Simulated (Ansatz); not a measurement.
## Electronic structure of InSb in real space

```cif
data_structure
_symmetry_space_group_name_H-M 'P 1'
_symmetry_Int_Tables_number 1
_cell_length_a 6.5199
_cell_length_b 6.5199
_cell_length_c 6.5199
_cell_angle_alpha 90.000
_cell_angle_beta 90.000
_cell_angle_gamma 90.000
_cell_volume 277.15
loop_
_atom_site_label
_atom_site_type_symbol
_atom_site_fract_x
_atom_site_fract_y
_atom_site_fract_z
_atom_site_occupancy
In1 In 0.50000 0.50000 0.00000 1
In2 In 0.00000 0.50000 0.50000 1
In3 In 0.00000 0.00000 0.00000 1
In4 In 0.50000 0.00000 0.50000 1
Sb1 Sb 0.25000 0.75000 0.25000 1
Sb2 Sb 0.75000 0.75000 0.75000 1
Sb3 Sb 0.75000 0.25000 0.25000 1
Sb4 Sb 0.25000 0.25000 0.75000 1
```

Space group F-43m.

Method: DFT HSE06, spin-orbit coupling, plane waves, PAW in Ansatz.

The density is the valence pseudo-density of a PAW calculation; it isn't the true density close to the nuclei.

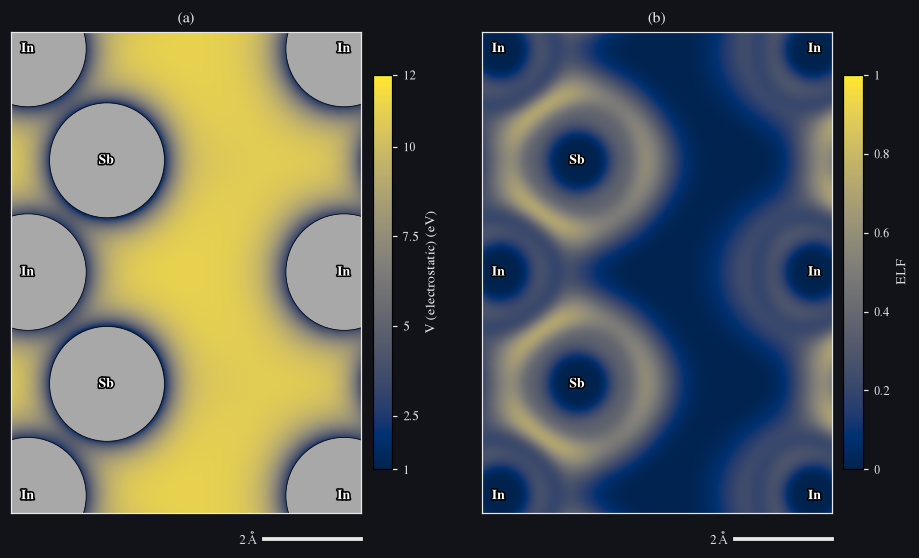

Figure 1. (a) electrostatic potential (local pseudopotential plus Hartree) felt by an electron; (b) electron localisation function on the (011) plane of the conventional cell. Grey discs cover the atomic cores in the potential map.

> Describe what can be read from this map.

The plane passes through In and Sb nuclei.
In–Sb (2.82 Å): the ELF peaks at about 0.70 between the atoms.
Outside the cores the potential energy rises away from the atoms and is highest about 2.8 Å from the nearest atoms; its zero is arbitrary.

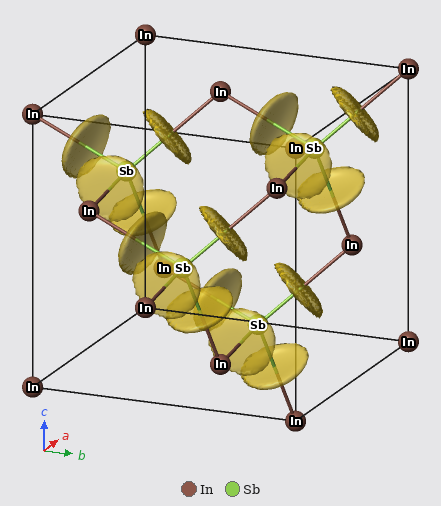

Figure 2. Isosurface of the electron localisation function at 0.65 (yellow), seen at an oblique angle. Only the valence region is drawn (cores and ρ < 0.01 e/Å³ removed). Sticks mark near contacts.

> Identify the bonds, lone pairs and shells in this picture.

At this value the surface marks out 16 regions between bonded In–Sb atoms (shared pairs), counted in one cell of 8 atoms. Any copies at cell faces, edges or corners count once.
